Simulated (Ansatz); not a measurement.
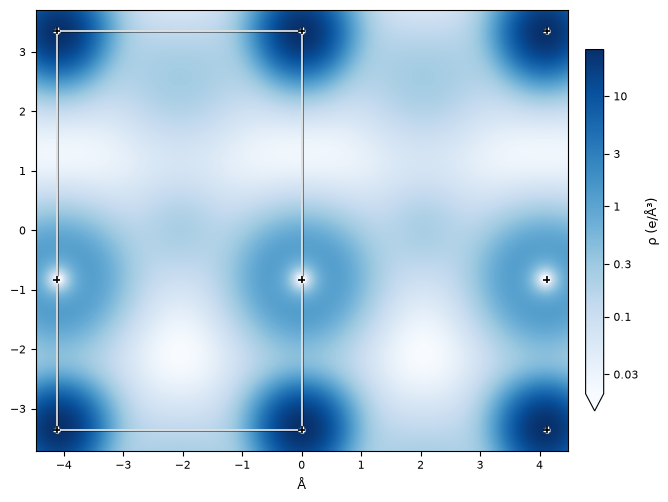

The valence pseudo-density on a plane through atoms (crosses mark nuclei in the plane).

The calculation used Kohn-Sham DFT of a periodic cell, PBEsol, Ansatz PAW in Ansatz.

Candidates:
A. Si₂N, a = 4.02 Å, b = 4.02 Å, c = 4.79 Å, α = 90.00°, β = 90.00°, γ = 90.00°. Space group I4/mmm; a generated structure, not necessarily the stable one.
B. CdS, a = 4.12 Å, b = 4.12 Å, c = 6.71 Å, α = 90.00°, β = 90.00°, γ = 120.00°. Space group P6₃mc.
C. Zn, a = 2.56 Å, b = 2.62 Å, c = 2.80 Å, α = 80.47°, β = 63.35°, γ = 60.82°. Space group P-1; a structure from a database of computed crystals, not necessarily the ambient phase.

### Which candidate gave the map?

Candidate B: CdS on the (100) plane of the conventional cell, which holds Cd and S. Cd–S (2.52 Å): the density is about 0.43 e/Å³ at the midpoint.
